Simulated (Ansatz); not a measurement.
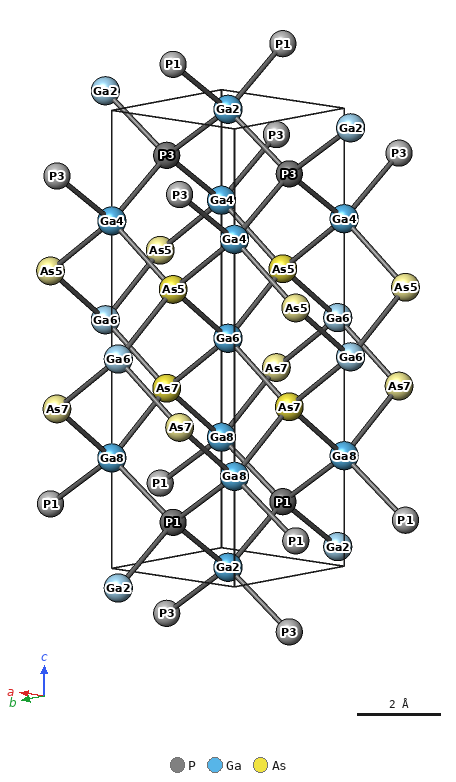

*The input geometry (ball-and-stick view of the cell of the calculation, seen at an oblique angle; neighbours outside the cell are drawn fainter; atoms are numbered from 1 in the order of the input).*

# Single-point calculation, with input and output: Ga2AsP

Ga2AsP (P-4m2, 8 atoms in the cell), computed with DFT, r2SCAN, plane waves, PAW, no spin polarisation (Ansatz 0.2.0).

The structure was built on a prototype by a generator; it need not be a known phase. The geometry comes from this level: r2SCAN. It belongs to a series of runs on one base structure; here: volume +6%. Figures and captions count atoms from 1; the log counts them from 0 in places.

Input
```yaml
crystal:
  lattice:
    - [4.0092080525, 0.0, 0.0]
    - [0.0, 4.0092080525, 0.0]
    - [0.0, 0.0, 11.3216879547]
  atoms:
    - { symbol: P, position: [0.5, 0.0, 0.1207086257] }
    - { symbol: Ga, position: [0.5, 0.5, 0.0] }
    - { symbol: P, position: [0.0, 0.5, 0.8792913743] }
    - { symbol: Ga, position: [0.0, 0.0, 0.7587346624] }
    - { symbol: As, position: [0.5, 0.0, 0.629264991] }
    - { symbol: Ga, position: [0.5, 0.5, 0.5] }
    - { symbol: As, position: [0.0, 0.5, 0.370735009] }
    - { symbol: Ga, position: [0.0, 0.0, 0.2412653376] }
kpoints:
  mp_grid: { grid: [6, 6, 2] }
hamiltonian:
  xc: r2scan
scf:
  occupations: { method: fixed }
  n_extra_bands: 6
output:
  forces: true
  stress: true
  eigenvalues: true
```

Run on 2 threads of Arm Neoverse V1, 24 GiB of memory available, shared host.

Run as:
```bash
ansatz run input.yaml --threads 2 --pin off --max-ram 3686MiB --backend cpu --events-out ev --progress --plain --runs-dir out
```

Output
```
scf.n_extra_bands = 6 over 46 filled bands (N_el = 92.0): the run solves 52 bands
Engine: ansatz 0.2.0, aarch64-unknown-linux-gnu
Pseudopotentials: kind: paw
Pseudopotential: P, paw, valence charge 5, recommended cutoff 500 eV (meta_gga), P.paw.azcp
Pseudopotential: Ga, paw, valence charge 13, recommended cutoff 500 eV (meta_gga), Ga.paw.azcp
Pseudopotential: As, paw, valence charge 15, recommended cutoff 500 eV (meta_gga), As.paw.azcp
Functional definition: r2SCAN
  parameter k0 = 0.174
  parameter k1 = 0.065
  parameter a1 = 4.9479
  exchange = r2scan_x(k0 = k0, k1 = k1, a1 = a1)
  correlation = r2scan_c
Crystal: 8 atoms, lattice volume = 181.982 Å³
Basis set: ecut = 500 eV, 4649 PW (Γ), exchange–correlation on 120×120×360 points (64 copies of the dense FFT grid, shifted against one another)
Bands: 52, of which v1, the nominal top of the filled ones, is band 46 counted from 1 (45 counted from 0)
Symmetry: 8 space group operations
Space group: P-4m2 (ITA 115), of the structure as read, at distance tolerance 5.7e-5 Å
k-points: 20 of 72
Non-local potential: P, projectors of the file, l = 0: 2, l = 1: 2, l = 2: 2
Non-local potential: Ga, projectors of the file, l = 0: 2, l = 1: 2, l = 2: 3, l = 3: 1
Non-local potential: As, projectors of the file, l = 0: 2, l = 1: 2, l = 2: 3, l = 3: 1
PAW form: soft (Blöchl's): semilocal exchange-correlation on the pseudo side does not see the compensation charge
PAW frozen core: P, regenerated for the run's functional (the file was generated under x = pbe(κ = 0.804, μ = 0.2195149727645171), c = pbe(β = 0.06672455060314922))
PAW frozen core: Ga, regenerated for the run's functional (the file was generated under x = pbe(κ = 0.804, μ = 0.2195149727645171), c = pbe(β = 0.06672455060314922))
PAW frozen core: As, regenerated for the run's functional (the file was generated under x = pbe(κ = 0.804, μ = 0.2195149727645171), c = pbe(β = 0.06672455060314922))
PAW one-centre angular grid: P, 302 points (default); XC on 160 Gauss nodes
PAW one-centre angular grid: Ga, 590 points (default); XC on 160 Gauss nodes
PAW one-centre angular grid: As, 590 points (default); XC on 160 Gauss nodes
Initial density: superposition of atomic densities (neutral atoms: chi_scale 0, normalization atom), corrected by the library's trained network
Initial wavefunctions: pseudopotential atomic-orbital guess
Functional: x = r2scan, c = r2scan; τ floored in thin density (d = 2e-4 eV/Å³)
SCF iter   1: F=—  HF=-26412.240668 eV  |F-HF|=—  |Δ(HF+E_count)|=         —  Δρ=8.31e-3  dr2=6.98e-2  dr2_τ=1.81e-2  ethr=1.77e-3  ⟨swp⟩=5.2  Hψ=3477  notcnv=0  defer=61
preconditioner: auto → Resta (q_TF=auto, 2.435 Å⁻¹)  ε∞=3.8  [insulator: Δε(μ)=1.065 eV  Ē_g=14.057 eV  n_scr=48 (ndim 8)  ℏωp=23.4 eV  f_vac=0.058  ε∞_Penn≈3.8]
SCF iter   2: F=—  HF=-26412.262839 eV  |F-HF|=—  |Δ(HF+E_count)|=   2.22e-2  Δρ=2.12e-3  dr2=5.94e-3  dr2_τ=2.99e-4  ethr=7.59e-5  ⟨swp⟩=3.0  Hψ=2244  notcnv=0  defer=80
SCF iter   3: F=—  HF=-26412.261521 eV  |F-HF|=—  |Δ(HF+E_count)|=   1.32e-3  Δρ=1.87e-3  dr2=3.09e-3  dr2_τ=3.04e-5  ethr=6.46e-6  ⟨swp⟩=2.0  Hψ=1769  notcnv=0  defer=80
SCF iter   4: F=—  HF=-26412.261898 eV  |F-HF|=—  |Δ(HF+E_count)|=   3.77e-4  Δρ=3.08e-4  dr2=2.60e-4  dr2_τ=3.31e-6  ethr=3.36e-6  ⟨swp⟩=2.4  Hψ=1492  notcnv=0  defer=80
SCF iter   5: F=—  HF=-26412.261877 eV  |F-HF|=—  |Δ(HF+E_count)|=   2.14e-5  Δρ=9.85e-5  dr2=2.38e-5  dr2_τ=7.21e-7  ethr=2.82e-7  ⟨swp⟩=2.0  Hψ=1932  notcnv=0  defer=80
SCF iter   6: F=—  HF=-26412.261867 eV  |F-HF|=—  |Δ(HF+E_count)|=   9.37e-6  Δρ=3.93e-5  dr2=4.83e-6  dr2_τ=1.08e-7  ethr=2.59e-8  ⟨swp⟩=2.0  Hψ=1919  notcnv=0  defer=77
SCF iter   7: F=—  HF=-26412.261869 eV  |F-HF|=—  |Δ(HF+E_count)|=   2.11e-6  Δρ=8.76e-6  dr2=2.12e-7  dr2_τ=4.25e-9  ethr=5.25e-9  ⟨swp⟩=2.0  Hψ=1613  notcnv=0  defer=77
SCF iter   8: F=—  HF=-26412.261869 eV  |F-HF|=—  |Δ(HF+E_count)|=   4.36e-8  Δρ=5.82e-6  dr2=5.11e-8  dr2_τ=1.13e-9  ethr=1.09e-10  ⟨swp⟩=13.1  Hψ=5011  notcnv=0
SCF iter   9: F=-26412.261869 eV  HF=-26412.261869 eV  |F-HF|=8.73e-11  |Δ(HF+E_count)|=   3.69e-8  Δρ=1.28e-6  dr2=4.67e-9  dr2_τ=6.30e-11  ethr=5.55e-11  ⟨swp⟩=4.0  Hψ=3704  notcnv=0
SCF 1 converged in 9 iterations: F = -26412.261869 eV  dr2 = 4.67e-9
  greatest PAW one-centre occupation: 0.999 electrons in one spin orbital (limit 2), on the As atom at site 6 (counted from 0), in its partial waves of l = 2
SCF converged after 9 iterations
Free energy (F): -26412.261869 eV
Harris-Foulkes:  -26412.261869 eV  (|F-HF|=8.73e-11)
Internal energy: -26412.261869 eV  (E = F + TS)
E sigma→0 (E₀):  -26412.261869 eV
Fermi energy:    6.710122 eV
--- Per-component energies (eV) ---
  E_band       = -862.318817
  E_kinetic    = 800.851603
  E_local      = -13428.958476  (includes V_loc(G=0)·N_el)
  E_nonlocal   = 435.351829
  E_hartree    = 6558.041690
  E_xc         = -511.254829
  E_vxc        = -532.020250  (∫ρ·V_xc dr)
  E_paw        = -12865.279789  (= ΣΔE_a)
  E_vpaw       = -1280.510644  (= ΣTr[D̂ρ^β])
  E_aug_tail   = -0.000169  (compensation charges beyond the density's cutoff)
  E_vtau       = 26.889965  (kinetic-family band-sum trace: ∫τ·v_τ [+ j·A + Jᵃ·Aᵃ] dr)
  E_ewald      = -7395.304950
  E_core_change = -5.708779  (= ΣΔE_core)
  E_smearing   = -0.000000  (= −TS)
  E_closure    = -0.000000  (closes the sum)
  Σ components = -26412.261869   (vs F -26412.261869, Δ=0.00e0)
--- Forces (eV/Å), atoms counted from 1 ---
  atom   1  P      0.00000000     0.00000000    -0.00735525
  atom   2  Ga    -0.00000000     0.00000000     0.00000000
  atom   3  P      0.00000000     0.00000000     0.00735525
  atom   4  Ga    -0.00000000    -0.00000000    -0.01655623
  atom   5  As     0.00000000     0.00000000     0.00665385
  atom   6  Ga    -0.00000000    -0.00000000     0.00000000
  atom   7  As     0.00000000     0.00000000    -0.00665385
  atom   8  Ga    -0.00000000    -0.00000000     0.01655623
  max |Σ_I F_I| component: 1.36e-16 eV/Å
--- Stress (GPa, compression-positive) ---
       -4.089056       0.000000       0.000000
        0.000000      -4.089056       0.000000
        0.000000       0.000000      -4.078341
  P = ⅓ Tr σ = -4.0855 GPa (-40.855 kbar)
--- Band table (eV; the first three rows and the last of 20) ---
  k-point 0: bands = ["-28.8804", "-28.8804", "-28.8791", "-28.8791", "-28.8760", "-28.8756", "-28.8713", "-28.8711", "-28.8643", "-28.8639", "-8.4741", "-8.4172", "-8.4127", "-8.3856", "-8.3856", "-8.3502", "-8.3376", "-8.3376", "-8.3349", "-8.3328", "-8.3328", "-8.2997", "-8.2894", "-8.2894", "-8.2883", "-8.2883", "-8.2693", "-8.2680", "-8.2459", "-8.2382", "-6.0024", "-5.0611", "-5.0361", "-3.3892", "-0.0042", "2.7912", "2.7971", "4.0157", "4.0157", "5.0207", "5.0207", "5.1314", "5.1314", "6.6687", "6.7101", "6.7101", "7.8254", "8.5391", "8.5816", "9.0529", "9.2397", "10.3506"]
  k-point 1: bands = ["-28.8804", "-28.8804", "-28.8791", "-28.8791", "-28.8760", "-28.8756", "-28.8713", "-28.8711", "-28.8643", "-28.8639", "-8.4718", "-8.4348", "-8.3903", "-8.3853", "-8.3853", "-8.3578", "-8.3419", "-8.3419", "-8.3348", "-8.3283", "-8.3283", "-8.2997", "-8.2914", "-8.2888", "-8.2888", "-8.2874", "-8.2697", "-8.2676", "-8.2458", "-8.2382", "-5.8017", "-5.6993", "-4.1855", "-3.9051", "0.9245", "0.9422", "4.1285", "4.1285", "4.5115", "4.5115", "4.8261", "4.9917", "5.9099", "5.9099", "6.2491", "6.2491", "8.4204", "8.5804", "9.1792", "9.4355", "9.4495", "9.5840"]
  k-point 2: bands = ["-28.8805", "-28.8804", "-28.8792", "-28.8791", "-28.8757", "-28.8753", "-28.8711", "-28.8710", "-28.8644", "-28.8640", "-8.4688", "-8.4211", "-8.4133", "-8.3905", "-8.3839", "-8.3494", "-8.3424", "-8.3389", "-8.3363", "-8.3338", "-8.3292", "-8.2996", "-8.2973", "-8.2909", "-8.2870", "-8.2840", "-8.2704", "-8.2691", "-8.2435", "-8.2401", "-5.7835", "-4.8891", "-4.8615", "-3.3790", "0.0783", "2.1050", "2.1214", "3.3462", "4.1956", "4.6905", "4.9504", "5.0746", "5.1278", "5.2544", "6.0464", "6.6074", "8.7789", "8.9843", "9.5204", "9.5835", "10.2019", "10.8785"]
  k-point 19: bands = ["-28.8814", "-28.8801", "-28.8800", "-28.8791", "-28.8734", "-28.8734", "-28.8702", "-28.8702", "-28.8648", "-28.8648", "-8.4757", "-8.4757", "-8.4436", "-8.4436", "-8.3465", "-8.3323", "-8.3323", "-8.3275", "-8.3195", "-8.3118", "-8.3073", "-8.3004", "-8.3004", "-8.2919", "-8.2870", "-8.2790", "-8.2713", "-8.2698", "-8.2528", "-8.2308", "-3.5484", "-3.5484", "-3.2242", "-3.2242", "-0.0655", "0.0410", "0.0880", "0.2025", "3.5722", "3.6391", "3.6545", "3.6545", "3.6944", "3.7511", "3.8537", "3.8537", "9.5401", "9.5401", "9.7812", "9.7875", "9.8050", "9.8122"]
```

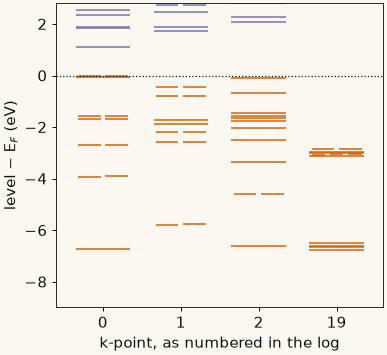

*Kohn–Sham levels near the Fermi level (dotted) at the few k-points that the log prints; levels within 0.02 eV of each other stand side by side.*

Among these points the highest filled and lowest empty levels are 1.12 eV apart, which is the gap on the mesh.

Key numbers

| quantity | value |
| --- | --- |
| outcome | converged |
| space group (tolerance 0.01 Å) | P-4m2 (115) |
| electrons treated | 92 |
| free energy | −26412.2619 eV |
| Fermi energy | 6.710 eV |
| gap on the k-point mesh | 1.12 eV |
| pressure | −4.09 GPa |
| largest force (length of the vector) | 0.017 eV/Å |
| wall time | 21 s (CPU time 42 s) |
| peak memory | 0.75 GiB |
